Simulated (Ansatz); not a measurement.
Zn3Se: band-structure calculation

System: Zn3Se (Im-3m, 4 atoms in the cell).
Method: DFT PBE, scalar-relativistic, plane waves, PAW, no spin polarisation (Ansatz 0.2.0).

The structure was made by a generator, so it may or may not be a known phase. Figures and captions count atoms from 1; the log counts them from 0 in places.

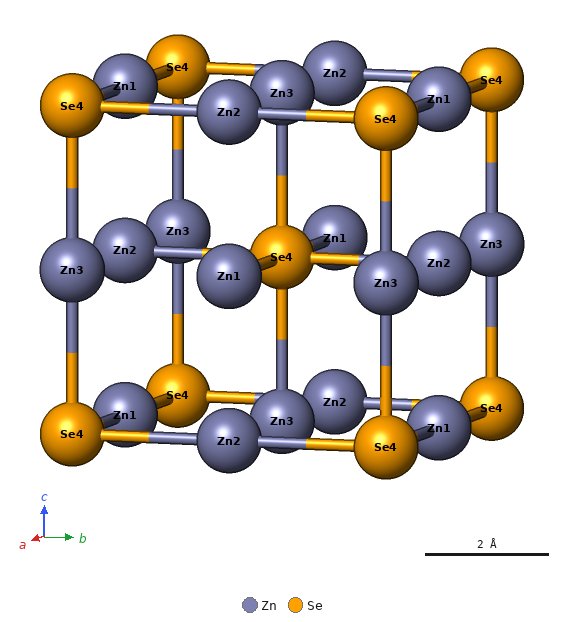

*The structure as given in the input (ball-and-stick view of the cell 2 times as large as that of the calculation, set on its symmetry axes, seen slightly off an axis; atoms are numbered from 1 in the order of the input). An atom can appear more than once, as a periodic image.*

## Input file
```yaml
crystal:
  lattice:
    - [-2.7077981989, 2.7077981989, 2.7077981989]
    - [2.7077981989, -2.7077981989, 2.7077981989]
    - [2.7077981989, 2.7077981989, -2.7077981989]
  atoms:
    - { symbol: Zn, position: [0.0, 0.5, 0.5] }
    - { symbol: Zn, position: [0.5, 0.0, 0.5] }
    - { symbol: Zn, position: [0.5, 0.5, 0.0] }
    - { symbol: Se, position: [0.0, 0.0, 0.0] }
basis:
  ecutwfc: 420
kpoints:
  mp_grid: { grid: [12, 12, 12] }
  band_path:
    path:
      - [[0.0, 0.0, 0.0], [0.5, -0.5, 0.5], [0.0, 0.0, 0.5], [0.0, 0.0, 0.0], [0.25, 0.25, 0.25], [0.5, -0.5, 0.5]]
      - [[0.25, 0.25, 0.25], [0.0, 0.0, 0.5]]
    npoints: 14
hamiltonian:
  xc: pbe
scf:
  occupations: { method: gaussian, width: 0.1 }
  n_extra_bands: 10
output:
  forces: true
  stress: true
  eigenvalues: true
  populations: true
  dos: { projected: true, de: 0.02, nscf_kmesh: { grid: [15, 15, 15] } }
  bader: true
  write_density: true
  write_potential: true
  elf: true
  volumetric_format: npy
```

Machine: 1 thread of Arm Neoverse V2, 64 GiB of memory available, shared host.

Command:
```bash
ansatz run input.yaml --threads 1 --pin off --max-ram 2560MiB --backend cpu --events-out ev --progress --plain --runs-dir out
```

## What the program printed
```
scf.n_extra_bands = 10 over 26 filled bands (N_el = 52.0): the run solves 36 bands
Engine: ansatz 0.2.0, aarch64-unknown-linux-gnu
Pseudopotentials: kind: paw
Pseudopotential: Zn, paw, valence charge 12, recommended cutoff 420 eV (normal), Zn.paw.azcp
Pseudopotential: Se, paw, valence charge 16, recommended cutoff 420 eV (normal), Se.paw.azcp
Functional definition: PBE
  parameter kappa = 0.804
  parameter beta = 0.06672455060314922
  exchange = pbe_x(kappa = kappa, mu = beta*pi^2/3)
  correlation = pbe_c(beta = beta)
Crystal: 4 atoms, lattice volume = 79.416 Å³
Basis set: ecut = 420 eV, 1505 PW (Γ), exchange–correlation on 64×64×64 points (8 copies of the dense FFT grid, shifted against one another)
Bands: 36, of which v1, the nominal top of the filled ones, is band 26 counted from 1 (25 counted from 0)
Symmetry: 48 space group operations
Space group: Im-3m (ITA 229), of the structure as read, at distance tolerance 4.3e-5 Å
k-points: 72 of 1728
Non-local potential: Zn, projectors of the file, l = 0: 2, l = 1: 2, l = 2: 3, l = 3: 1
Non-local potential: Se, projectors of the file, l = 0: 2, l = 1: 2, l = 2: 3, l = 3: 1
PAW form: soft (Blöchl's): semilocal exchange-correlation on the pseudo side does not see the compensation charge
PAW one-centre angular grid: Zn, 590 points (default); XC on 64 Gauss nodes
PAW one-centre angular grid: Se, 590 points (default); XC on 64 Gauss nodes
Initial density: superposition of atomic densities (neutral atoms: chi_scale 0, normalization atom), corrected by the library's trained network
Initial wavefunctions: pseudopotential atomic-orbital guess
Functional: x = pbe(κ = 0.804, μ = 0.2195149727645171), c = pbe(β = 0.06672455060314922)
SCF iter   1: F=—  HF=-15425.675831 eV  |F-HF|=—  |Δ(HF+E_count)|=         —  Δρ=2.22e-3  dr2=4.01e-3  ethr=1.77e-3  ⟨swp⟩=6.2  Hψ=11830  notcnv=0  defer=60
preconditioner: auto → Kerker (q_TF=auto, 2.542 Å⁻¹)  [metal: Δε(μ)=0.020 eV  Ē_g=12.378 eV  σ=0.100 eV  W_gap=0.11  n_scr=18 (ndim 8)  ℏωp=27.0 eV  f_vac=0.000  D(μ)=1.99/eV (n_scr^D=12)]
SCF iter   2: F=—  HF=-15425.674945 eV  |F-HF|=—  |Δ(HF+E_count)|=   8.86e-4  Δρ=1.05e-3  dr2=7.80e-4  ethr=7.72e-6  ⟨swp⟩=2.1  Hψ=4437  notcnv=0  defer=88
SCF iter   3: F=—  HF=-15425.674822 eV  |F-HF|=—  |Δ(HF+E_count)|=   1.23e-4  Δρ=5.63e-4  dr2=2.89e-4  ethr=1.50e-6  ⟨swp⟩=2.0  Hψ=3652  notcnv=0  defer=88
SCF iter   4: F=—  HF=-15425.674798 eV  |F-HF|=—  |Δ(HF+E_count)|=   2.45e-5  Δρ=1.87e-4  dr2=1.93e-5  ethr=5.56e-7  ⟨swp⟩=2.0  Hψ=3739  notcnv=0  defer=88
SCF iter   5: F=—  HF=-15425.674802 eV  |F-HF|=—  |Δ(HF+E_count)|=   3.70e-6  Δρ=8.61e-5  dr2=3.11e-6  ethr=3.72e-8  ⟨swp⟩=2.3  Hψ=4172  notcnv=0  defer=88
SCF iter   6: F=—  HF=-15425.674802 eV  |F-HF|=—  |Δ(HF+E_count)|=   7.22e-8  Δρ=1.13e-5  dr2=1.08e-7  ethr=5.99e-9  ⟨swp⟩=2.0  Hψ=3659  notcnv=0  defer=88
SCF iter   7: F=-15425.674802 eV  HF=-15425.674802 eV  |F-HF|=1.12e-8  |Δ(HF+E_count)|=   1.11e-7  Δρ=6.83e-6  dr2=3.57e-8  ethr=1.92e-10  ⟨swp⟩=13.7  Hψ=19568  notcnv=0
SCF 1 converged in 7 iterations: F = -15425.674802 eV  dr2 = 3.57e-8
  greatest PAW one-centre occupation: 1.000 electrons in one spin orbital (limit 2), on the Se atom at site 3 (counted from 0), in its partial waves of l = 2
```

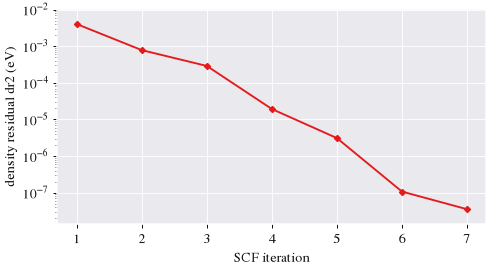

*Convergence of the self-consistent field: density residual dr2 against the SCF iteration.*

The residual falls at every step.

```
NSCF: frozen V_eff on 86 k-points
NSCF: frozen V_eff on 120 k-points
SCF converged after 7 iterations
Free energy (F): -15425.674802 eV
Harris-Foulkes:  -15425.674802 eV  (|F-HF|=1.12e-8)
Internal energy: -15425.664841 eV  (E = F + TS)
E sigma→0 (E₀):  -15425.669821 eV
Entropy (-TS):   -0.009961 eV (-2.490 meV/atom)
Fermi energy:    8.535138 eV
--- Per-component energies (eV) ---
  E_band       = -313.307896
  E_kinetic    = 508.147702
  E_local      = -7399.641622  (includes V_loc(G=0)·N_el)
  E_nonlocal   = 1240.212734
  E_hartree    = 3275.751881
  E_xc         = -514.343192
  E_vxc        = -251.736097  (∫ρ·V_xc dr)
  E_paw        = -7388.709646  (= ΣΔE_a)
  E_vpaw       = -961.784756  (= ΣTr[D̂ρ^β])
  E_aug_tail   = -0.001634  (compensation charges beyond the density's cutoff)
  E_ewald      = -5147.081064
  E_smearing   = -0.009961  (= −TS)
  E_closure    = 0.000000  (closes the sum)
  Σ components = -15425.674802   (vs F -15425.674802, Δ=0.00e0)
--- Forces (eV/Å), atoms counted from 1 ---
  atom   1  Zn     0.00000000    -0.00000000     0.00000000
  atom   2  Zn     0.00000000     0.00000000     0.00000000
  atom   3  Zn     0.00000000    -0.00000000     0.00000000
  atom   4  Se    -0.00000000     0.00000000     0.00000000
  max |Σ_I F_I| component: 5.33e-29 eV/Å
--- Stress (GPa, compression-positive) ---
        0.034755       0.000000       0.000000
       -0.000000       0.034755       0.000000
        0.000000       0.000000       0.034755
  P = ⅓ Tr σ = 0.0348 GPa (0.348 kbar)
--- Band table (eV; the first three rows and the last of 72) ---
  k-point 0: bands = ["-39.7197", "-39.7197", "-39.7177", "-39.7177", "-39.7177", "-5.2859", "0.9155", "0.9155", "0.9697", "1.0626", "1.0626", "1.0626", "1.5954", "1.5954", "1.5954", "1.6399", "1.6399", "1.7348", "1.7348", "1.7348", "2.0320", "3.7214", "5.3038", "5.3038", "5.3038", "9.7986", "9.7986", "9.7986", "9.9121", "9.9121", "13.5167", "13.5167", "13.5167", "17.4080", "17.4080", "17.4080"]
  k-point 1: bands = ["-39.7198", "-39.7197", "-39.7177", "-39.7177", "-39.7177", "-5.2621", "0.9197", "0.9288", "0.9863", "1.0657", "1.0719", "1.0730", "1.5861", "1.5901", "1.5918", "1.6195", "1.6273", "1.7262", "1.7305", "1.7309", "2.0117", "3.4648", "5.2864", "5.3222", "5.6050", "8.7762", "9.3418", "9.6683", "10.5982", "10.8829", "13.6440", "13.7751", "13.8571", "16.8449", "16.9753", "17.4772"]
  k-point 2: bands = ["-39.7197", "-39.7197", "-39.7177", "-39.7177", "-39.7177", "-5.1958", "0.9269", "0.9680", "1.0333", "1.0745", "1.1032", "1.1032", "1.5325", "1.5750", "1.5794", "1.5881", "1.5937", "1.7006", "1.7189", "1.7212", "1.9543", "3.0052", "5.2403", "5.3600", "6.0776", "7.9681", "9.0926", "9.3676", "11.5355", "11.6683", "14.0141", "14.4595", "14.7904", "15.7426", "16.1460", "17.6778"]
  k-point 71: bands = ["-39.7198", "-39.7198", "-39.7177", "-39.7177", "-39.7177", "-4.8591", "0.9163", "0.9890", "0.9890", "1.1896", "1.1896", "1.1896", "1.5466", "1.5466", "1.5466", "1.7402", "1.7402", "1.7402", "1.7456", "1.7456", "1.9245", "3.8089", "3.8089", "3.8089", "5.0358", "5.0358", "10.6854", "10.6854", "10.6854", "13.1400", "17.2030", "17.2030", "17.2030", "18.9519", "19.1009", "19.1009"]
--- Löwdin populations: 4 sites ---
  site symbol       q [e]
     0     Zn     11.4385
     1     Zn     11.4385
     2     Zn     11.4385
     3     Se     16.8941
  spilling = 0.015199 (of n_electrons = 52.000000)
--- Bader charges: 4 sites ---
  site symbol  charge [e]  shift [e]
     0     Zn      0.1963     0.0010
     1     Zn      0.1963     0.0010
     2     Zn      0.1963     0.0010
     3     Se     -0.5890     0.0031
  estimated error of the sums over rays = 2.5e-4 e
```

## File bader_charges.tsv
```
# site	symbol	x_ang	y_ang	z_ang	partial_charge_e	electrons	volume_ang3	relative_density_drop	shared_charge_e	partial_wave_shift_e
# quadrature_error_electrons = 2.5e-4
0	Zn	2.7078	0.0000	0.0000	0.19633	29.80367	18.02	-	0.19633	0.00103
1	Zn	0.0000	2.7078	0.0000	0.19633	29.80367	18.02	-	0.19633	0.00103
2	Zn	0.0000	0.0000	2.7078	0.19633	29.80367	18.02	-	0.19633	0.00103
3	Se	0.0000	0.0000	0.0000	-0.58901	34.58901	25.36	-	-0.58901	0.00309
```

## File populations.tsv
```
# site	symbol	l	j	q
# orbitals = lowdin
# n_electrons = 52.000000
# spilling = 0.015199
0	Zn	0_4S	-	1.460166
0	Zn	2_3D	-	9.978353
1	Zn	0_4S	-	1.460166
1	Zn	2_3D	-	9.978353
2	Zn	0_4S	-	1.460166
2	Zn	2_3D	-	9.978353
3	Se	0_4S	-	1.971451
3	Se	1_4P	-	4.922688
3	Se	2_3D	-	9.999953
```

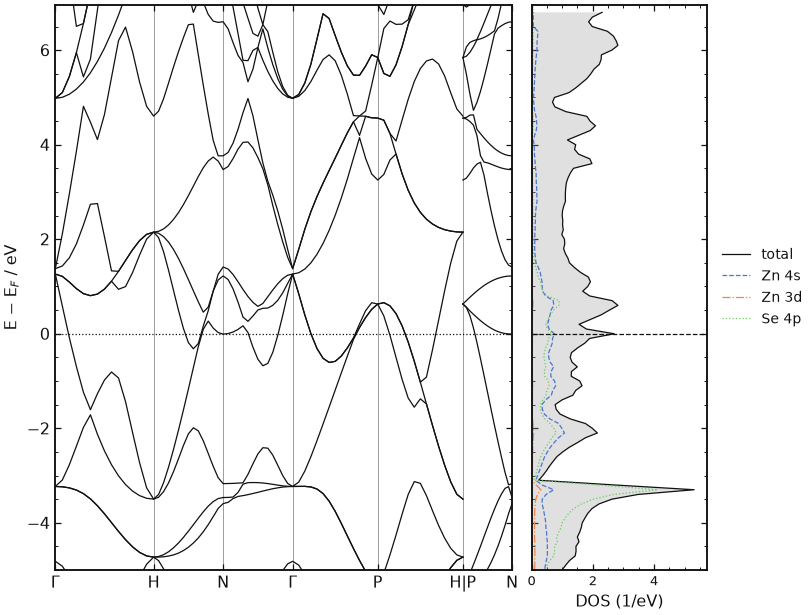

*Band structure along Γ–H–N–Γ–P–H|P–N and density of states (projected on Löwdin-orthogonalised atomic shells), with energies from the Fermi level.*

Bands cross the Fermi level: a metal at this level of theory.

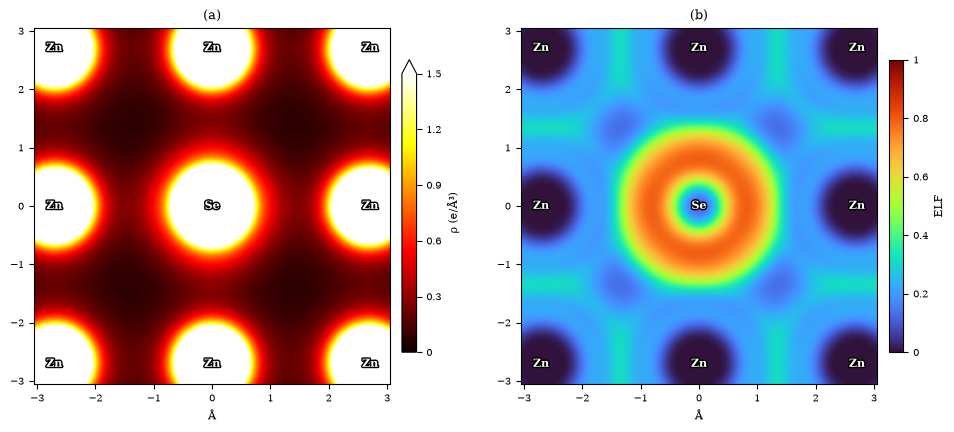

*(a) valence pseudo-density; (b) electron localisation function on the (100) plane of the conventional cell.*

Atoms in the plane: Zn and Se. Zn–Se (2.71 Å): ρ at the midpoint is about 0.29 e/Å³; the ELF peaks at about 0.80 in the valence shell of Se, 0.8 Å from its nucleus, and drops to about 0.20 between the two atoms; no shared pair; the contact is polar. Away from the nuclei the density in this plane falls to 0.08 e/Å³ at its lowest. In a PAW calculation such maps are meaningful between the atoms, not at the nuclei.

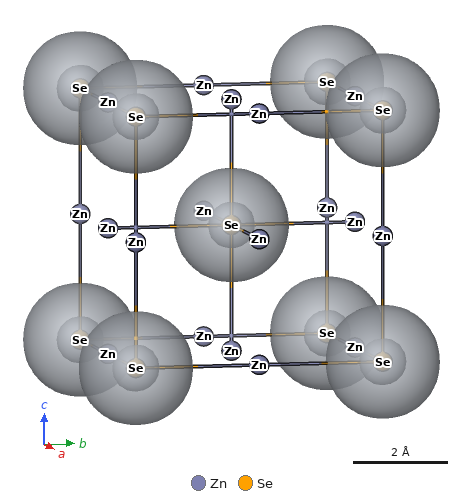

*Isosurface of the ELF at 0.6 (grey), seen slightly off an axis. Only the valence region is drawn (cores and ρ < 0.01 e/Å³ removed). Sticks mark near contacts. The outline is the cell set on symmetry axes.*

Along the contacts the grid gives the following. Zn–Se (2.71 Å): the ELF peaks at about 0.80 in the valence shell of Se, 0.8 Å from its nucleus, and drops to about 0.20 between the two atoms; a polar contact without a shared pair, in a metal.

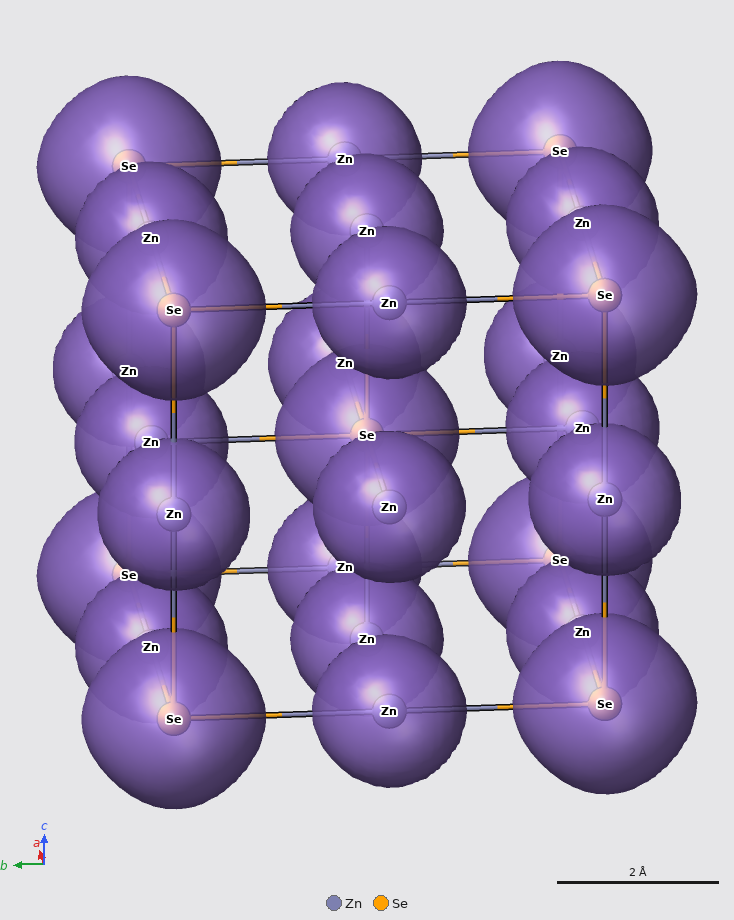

*Isosurface of the valence electron density at 0.4 e/Å³ (purple), seen at an oblique angle. Sticks mark near contacts. The outline is the cell set on symmetry axes.*

At this value the density breaks into separate islands; it holds about 80 % of the electrons treated as valence. It is pinched off along the Zn–Se (2.71 Å) contacts. On the grid the lowest density along these lines, outside the cores, is 0.27 e/Å³ (Zn–Se, 2.71 Å).

## Key numbers

```tsv
quantity	value
outcome	converged
space group (tolerance 0.01 Å)	Im-3m (229)
electrons treated	52
free energy	−15425.6748 eV
Fermi energy	8.535 eV
gap on the k-point mesh	none (metallic)
pressure	0.03 GPa
largest force (length of the vector)	under 0.001 eV/Å
wall time	54 s
peak memory	0.48 GiB
```
